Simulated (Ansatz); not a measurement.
Consider CdSe4.

The calculation's input:

```
crystal:
  lattice:
    - [-2.7467428043, 2.7467428043, 4.6845716084]
    - [2.7467428043, -2.7467428043, 4.6845716084]
    - [2.7467428043, 2.7467428043, -4.6845716084]
  atoms:
    - { symbol: Cd, position: [0.0, 0.0, 0.0] }
    - { symbol: Se, position: [0.3770348295, 0.3770348295, 0.0] }
    - { symbol: Se, position: [0.6229651705, 0.6229651705, 0.0] }
    - { symbol: Se, position: [0.5, 0.0, 0.5] }
    - { symbol: Se, position: [0.0, 0.5, 0.5] }
basis:
  ecutwfc: 420
kpoints:
  mp_grid: { grid: [10, 10, 10] }
hamiltonian:
  xc: pbe
scf:
  occupations: { method: gaussian, width: 0.1 }
output:
  forces: true
  stress: true
  eigenvalues: true
  write_density: true
  write_potential: true
  elf: true
  volumetric_format: npy
relax:
  adjacent_minimum: "off"
  f_tol: 0.01
  max_steps: 80
  cell: { stress_tol: 0.05 }
```

Command:

```sh
ansatz run input.yaml --threads 1 --pin off --max-ram 2560MiB --backend cpu --events-out ev --progress --plain --runs-dir out
```

Below, planes, directions and counts refer to the conventional cell (a = 5.49 Å, b = 5.49 Å, c = 9.39 Å, α = 90.00°, β = 90.00°, γ = 90.00°).

The fields are those of the relaxed geometry.

Space group I4/mmm; a structure generated by program, which may or may not match a known phase.

Method: DFT PBE, scalar-relativistic, plane waves, PAW (Ansatz).

Q: What can the converged valence pseudo-density and electron localisation function tell about the bonding?

A: Se–Se (2.31 Å): the density is about 0.74 e/Å³ at the midpoint; the ELF peaks at about 0.75 between the atoms.
Cd–Se (2.75 Å): ρ is about 0.31 e/Å³ halfway; the ELF is about 0.35 at the midpoint and 0.15 at its lowest between the atoms.

Q: Does the calculation make it a metal, or give it a gap?

A: It is gapless in this calculation (a metal or semimetal).

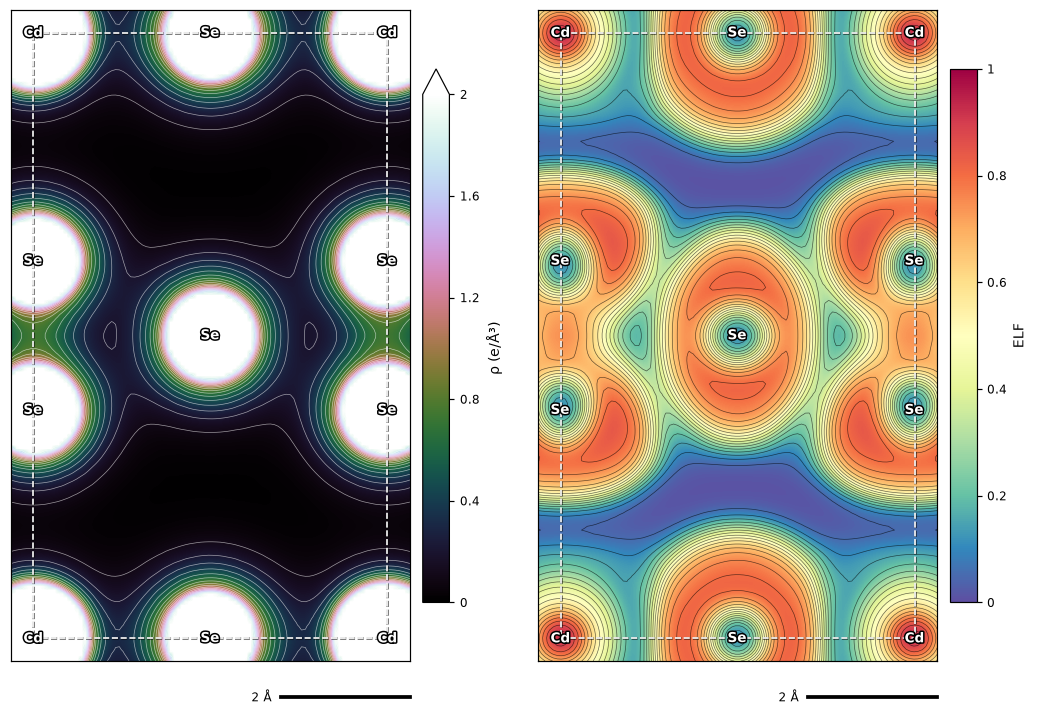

Computed valence pseudo-density and electron localisation function on the (100) plane of the conventional cell, in this order. 

Core electrons are frozen (PAW), and the valence fields are smoothed inside the atomic spheres.
